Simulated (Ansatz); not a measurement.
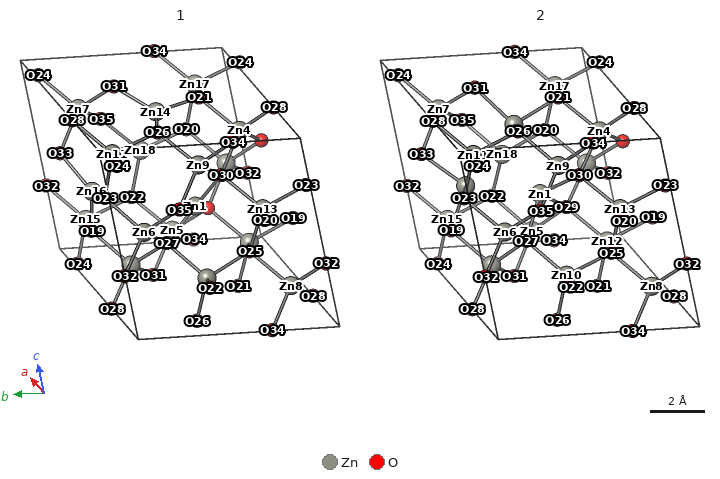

Two geometries of a defect cell of composition Zn$_{18}$O$_{17}$ (cell charge +2), drawn at one scale. One is the start of a relaxation, the other its converged end. A ball-and-stick model of the cell of the calculation (origin shifted), seen from a free direction.

Method: DFT r2SCAN, scalar-relativistic, plane waves, PAW (Ansatz 0.2.0). Settings: plane-wave cutoff 500 eV; k-point mesh 2 × 2 × 2; occupations gaussian; smearing width 0.01 eV; mesh shifted by (0.5, 0.5, 0.5); no spin polarisation; atoms relaxed in a fixed cell; force threshold 0.025 eV/Å; at most 45 steps.

Which one is relaxed?

Answer. Structure 1 is the relaxed one. Case: O vacancy (site b), charge +2, atoms relaxed at the host's cell. The energy falls by 2.447 eV per cell of the calculation in 6 accepted moves (7 points after the start). Largest force component: 1.6 eV/Å at the start, 0.012 eV/Å at the end. 1 step only repeated the SCF at the same geometry. A Zn atom moves most: 0.75 Å along [−1 −1 −1]. By element the largest moves are Zn 0.75 Å, O 0.09 Å. The lattice vectors keep their values. Near-neighbour distances that change, for instance: O–Zn 2.033 → 1.890 Å, O–Zn 2.007 → 1.887 Å, O–Zn 2.016 → 1.898 Å, O–Zn 1.985 → 1.887 Å. Bond angles that change, for instance: Zn–O–Zn 115.6° → 95.8°, Zn–O–Zn 116.7° → 100.1°, Zn–O–Zn 115.7° → 100.1°. The run took 2.3 min on 8 threads of Intel(R) Xeon(R) Processor @ 2.70GHz, with other jobs on the host, peak memory 2.6 GiB.

Limits of the set-up: the periodic images lie only 7.7 Å apart, so the values are limited by the cell's size; the cell is charged, on a uniform background, and energies carry no finite-size correction.
